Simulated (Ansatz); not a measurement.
System: BN, space group P-6m2, 4 atoms in the cell.

Space group P-6m2 (No. 187). a = 2.506 Å, b = 2.506 Å, c = 6.597 Å, α = 90.00°, β = 90.00°, γ = 120.00°
```
atom  site  symmetry       x       y       z
   B    1b      -6m2  0.0000  0.0000  0.5000
   B    1c      -6m2  0.3333  0.6667  0.0000
   N    1a      -6m2  0.0000  0.0000  0.0000
   N    1f      -6m2  0.6667  0.3333  0.5000
```

Method: DFT PBE+D3(BJ), scalar-relativistic, plane waves, PAW, no spin polarisation, 12×12×4 k mesh (Ansatz 0.2.0).

What will the band structure and density of states look like? The path is Γ–M–K–Γ–A–L–H–A|L–M|H–K.

The material is gapped. The gap along this path is 4.36 eV and indirect, from the valence-band top at H to the conduction-band bottom at M; the smallest direct gap is 4.47 eV, at K. The top valence level at H is a single band, not degenerate (spin aside). The next level lies only 0.12 eV lower. The direct gaps are 4.54 eV at H, 5.54 eV at L and 4.47 eV at K. By projected weight, the top eV of the valence band is N (90 %); the bottom eV of the conduction band is B (90 %).

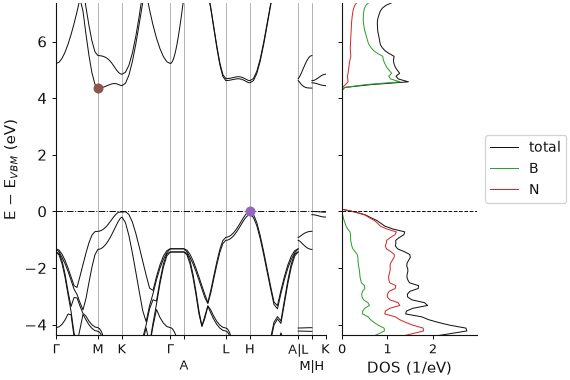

Band structure and density of states. Energies are counted from the top of the valence band. The partial curves are projected on Löwdin-orthogonalised atomic shells.
